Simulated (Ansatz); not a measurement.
# Geometry relaxation, with input and output: Si$_{16}$S (part 1 of 6)

System: Si$_{16}$S (slab, 17 atoms in the cell).
Method: DFT PBE, scalar-relativistic, plane waves, PAW, PAW set soft_1, spin-polarised (Ansatz 0.2.0).

The structure derives from a Materials Project entry. The input holds or restrains some coordinates. Forces given for the steps count only the free coordinates. Figures and captions count atoms from 1; the log counts them from 0 in places.

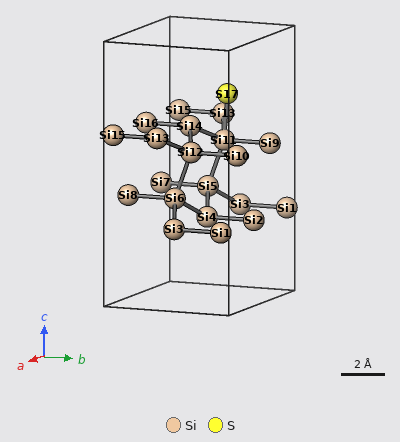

The starting structure (ball-and-stick view of the cell of the calculation, with the vacuum cut short, seen slightly off an axis; atoms are numbered from 1 in the order of the input). An atom can appear more than once, as a periodic image. Near neighbours in the periodic cell (some may lie outside the picture): Si has 3 Si at 2.24 to 2.38 Å; Si has 4 Si at 2.31 to 2.38 Å; Si has 1 S at 2.21 Å and 4 Si at 2.31 to 2.38 Å; S has 1 Si at 2.21 Å.

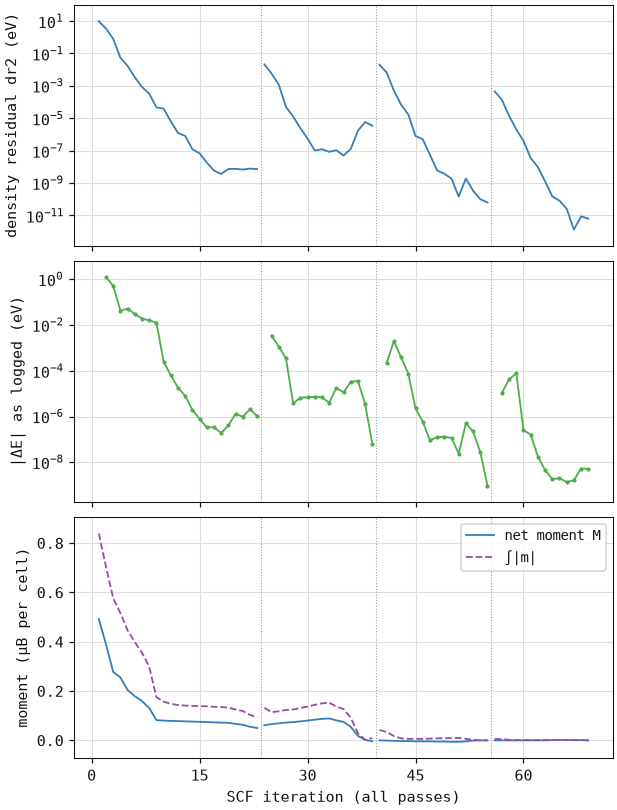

Convergence of the self-consistent field: density residual dr2, size of the energy change and magnetic moment against the SCF iteration. The dotted lines part the SCF passes of the relaxation: geometry steps, rejected trials and re-solves on a re-selected basis. The passes take 23, 16, 16 and 14 iterations. The net moment goes from 0.5 to 0.0 μB per cell, and ∫|m| falls to zero.

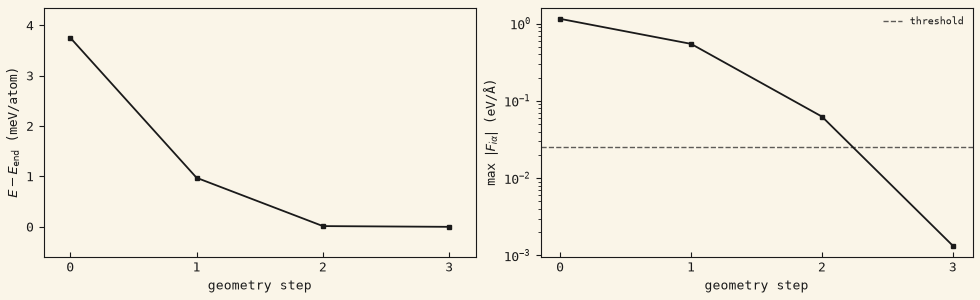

Progress of the restrained relaxation, step by step (the first geometry is step 0 here and step 1 in the log).

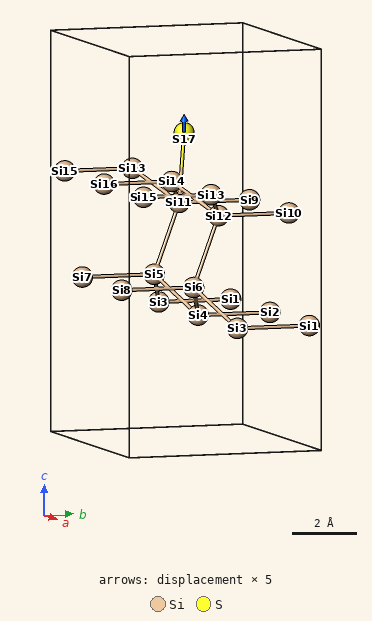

The starting structure with the displacements as blue arrows, magnified 5 times (ball-and-stick view of the cell of the calculation, with the vacuum cut short, seen slightly off an axis). S17 moves most: 0.12 Å. Si stays in place. The cell stays as it was. Distances before and after: Si11–S17 2.208 → 2.328 Å. Over 3 geometry steps the energy falls by 3.8 meV per atom. The largest force component goes from 1.2 to 0.0013 eV/Å. (Atoms are counted from 1 in the order of the input.)

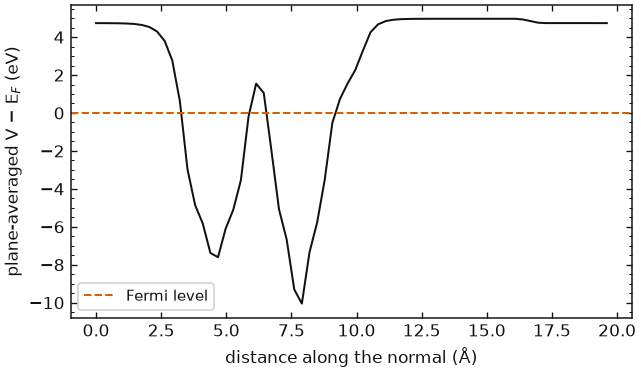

Plane average of the electrostatic potential energy of an electron across the cell, from the Fermi level. The vacuum level lies 4.97 eV above the Fermi level on the upper side and 4.74 eV on the lower.

The input and output of the run follow.

Input:
```yaml
crystal:
  lattice:
    - [7.7021643869, 0.0, 0.0]
    - [0.0, 6.3646811531, 0.0]
    - [0.0, 0.0, 19.7525435111]
  atoms:
    - { symbol: Si, position: [0.0, 0.9370679262, 0.2025055658] }
    - { symbol: Si, position: [0.5, 0.9370679262, 0.2025055658] }
    - { symbol: Si, position: [0.0, 0.5629320738, 0.2025055658] }
    - { symbol: Si, position: [0.5, 0.5629320738, 0.2025055658] }
    - { symbol: Si, position: [0.25, 0.4370679262, 0.258787516] }
    - { symbol: Si, position: [0.75, 0.4370679262, 0.258787516] }
    - { symbol: Si, position: [0.25, 0.0629320738, 0.258787516] }
    - { symbol: Si, position: [0.75, 0.0629320738, 0.258787516] }
    - { symbol: Si, position: [0.25, 0.9333044689, 0.3720589473] }
    - { symbol: Si, position: [0.75, 0.9333044689, 0.3720589473] }
    - { symbol: Si, position: [0.25, 0.5666955311, 0.3720589473] }
    - { symbol: Si, position: [0.75, 0.5666955311, 0.3720589473] }
    - { symbol: Si, position: [0.0, 0.4259907554, 0.4177964983] }
    - { symbol: Si, position: [0.5, 0.4259907554, 0.4177964983] }
    - { symbol: Si, position: [0.0, 0.0740092446, 0.4177964983] }
    - { symbol: Si, position: [0.5, 0.0740092446, 0.4177964983] }
    - { symbol: S, position: [0.25, 0.592657422, 0.4835524272], spin: 2.0 }
basis:
  ecutwfc: 420
kpoints:
  mp_grid: { grid: [4, 4, 1] }
hamiltonian:
  xc: pbe
  pseudopotentials: { kind: paw, azcp: { folder: soft_1 } }
scf:
  occupations: { method: gaussian, width: 0.05 }
output:
  forces: true
  eigenvalues: true
  populations: true
magnetization:
  spin_polarized: true
relax:
  adjacent_minimum: "off"
  f_tol: 0.025
  max_steps: 16
  constraints:
    - { sites: [0, 1, 2, 3, 4, 5, 6, 7, 8, 9, 10, 11, 12, 13, 14, 15] }
    - { sites: [16], fix: xy }
efield:
  axis: 3
  dipole_correction: true
  ramp_width: 0.04
```

Launch command:
```bash
ansatz run input.yaml --threads 4 --pin off --max-ram 12288MiB --backend cpu --events-out ev --progress --plain --runs-dir out
```

Log:
```
Engine: ansatz 0.2.0, aarch64-unknown-linux-gnu
Pseudopotentials: kind: paw
Pseudopotential: Si, paw, valence charge 4, recommended cutoff 420 eV (normal), [file]
Pseudopotential: S, paw, valence charge 6, recommended cutoff 420 eV (normal), [file]
Functional definition: PBE
  parameter kappa = 0.804
  parameter beta = 0.06672455060314922
  exchange = pbe_x(kappa = kappa, mu = beta*pi^2/3)
  correlation = pbe_c(beta = beta)
Crystal: 17 atoms, lattice volume = 968.306 Å³
Basis set: ecut = 420 eV, 18943 PW (Γ), exchange–correlation on 108×90×270 points (8 copies of the dense FFT grid, shifted against one another)
Bands: 53, of which v1, the nominal top of the filled ones, is band 35 counted from 1 (34 counted from 0)
Symmetry: 2 space group operations
k-points: 9 of 16 (time reversal used)
Non-local potential: Si, projectors of the file, l = 0: 2, l = 1: 2, l = 2: 1
Non-local potential: S, projectors of the file, l = 0: 2, l = 1: 2, l = 2: 1
PAW form: soft (Blöchl's): semilocal exchange-correlation on the pseudo side does not see the compensation charge
PAW one-centre angular grid: Si, 110 points (default); XC on 64 Gauss nodes
PAW one-centre angular grid: S, 110 points (default); XC on 64 Gauss nodes
Initial density: superposition of atomic densities (neutral atoms: chi_scale 0, normalization atom)
Starting moments: Σ|m| = 2 μB on 1 of 17 sites
Initial wavefunctions: pseudopotential atomic-orbital guess
Functional: x = pbe(κ = 0.804, μ = 0.2195149727645171), c = pbe(β = 0.06672455060314922)
```
